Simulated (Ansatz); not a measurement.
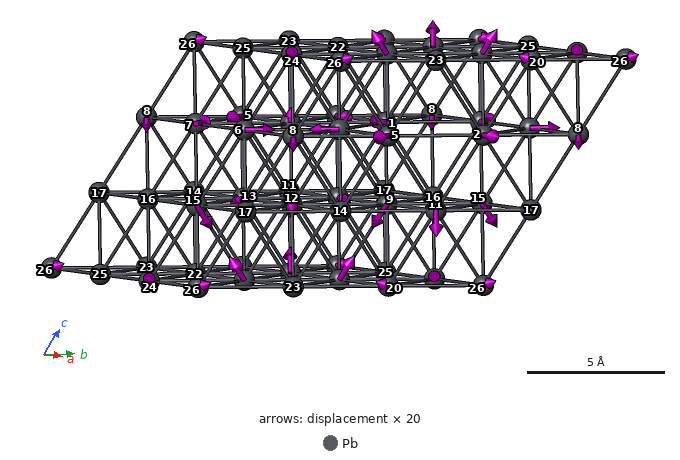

This is a relaxation of a defect cell of composition Pb. The starting structure is drawn; purple arrows show the displacements, 20 times their true length.

Style: ball-and-stick. Shown: the cell of the calculation, from a free direction.

Case: Pb vacancy (site a), charge +0, atoms relaxed at the host's cell.

Level of theory: DFT PBEsol, scalar-relativistic, plane waves, PAW in Ansatz. Settings: plane-wave cutoff 420 eV; k-point mesh 3 × 3 × 3; occupations gaussian; smearing width 0.1 eV; no spin polarisation; atoms relaxed in a fixed cell; force threshold 0.025 eV/Å; at most 45 steps.

> What did the optimiser do to the structure, and how much energy did it gain?

The largest moves, 0.057 Å, are those of Pb atoms. The cell stays as it was. Some distances before and after: Pb–Pb 3.489 → 3.375 Å, Pb–Pb 3.489 → 3.546 Å, Pb–Pb 3.489 → 3.461 Å, Pb–Pb 3.489 → 3.485 Å. Over 2 geometry steps the energy falls by 45.2 meV per cell of the calculation. The largest force component goes from 0.078 to 0.017 eV/Å. The run took 62 s on 4 threads of Intel(R) Xeon(R) Processor @ 2.70GHz, with other jobs on the host, peak memory 3.3 GiB.
